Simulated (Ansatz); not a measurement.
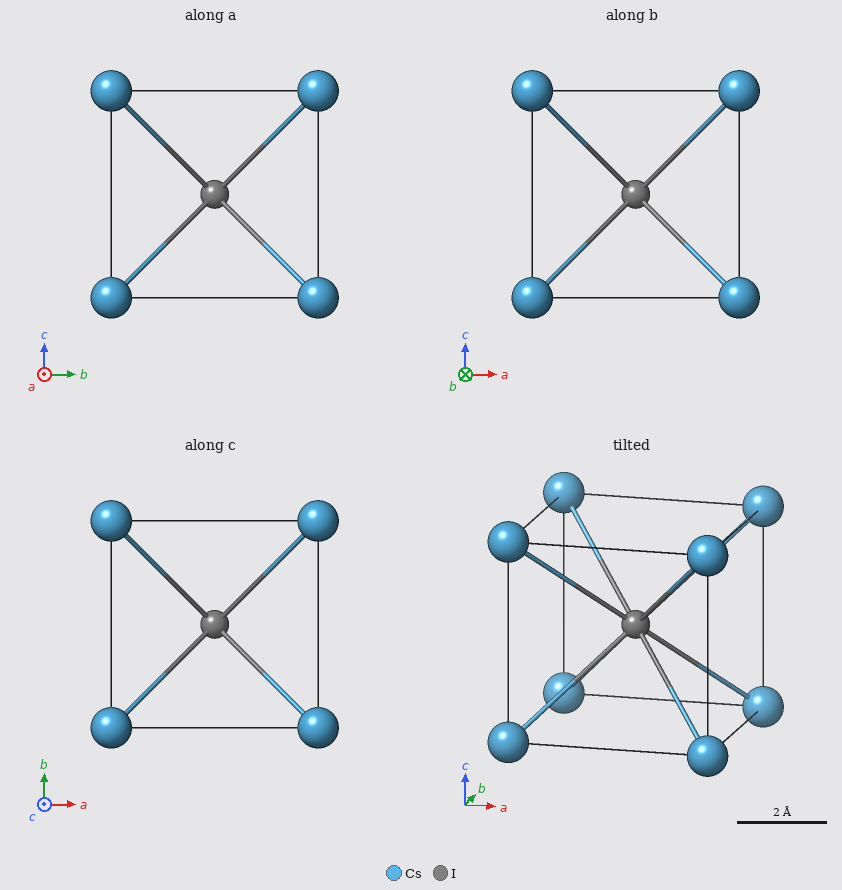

Structure drawing (ball-and-stick), viewed along the a axis, along the b axis, along the c axis and slightly off an axis. The frame is the conventional unit cell; atoms at its boundary are shown with their periodic copies.

Lattice parameters: a = 4.666 Å, b = 4.666 Å, c = 4.666 Å, α = 90.00°, β = 90.00°, γ = 90.00°.

**Reconstruct the structure as a table of Wyckoff sites.**

Space group Pm-3m (No. 221).
| atom | site | x | y | z |
| --- | --- | --- | --- | --- |
| Cs | 1a | 0.0000 | 0.0000 | 0.0000 |
| I | 1b | 0.5000 | 0.5000 | 0.5000 |

The model was built from a structure type filled with these elements by a generator (whether the compound takes this form wasn't checked). The structure drawn was relaxed with Ansatz, DFT, PBE, plane waves, PAW.
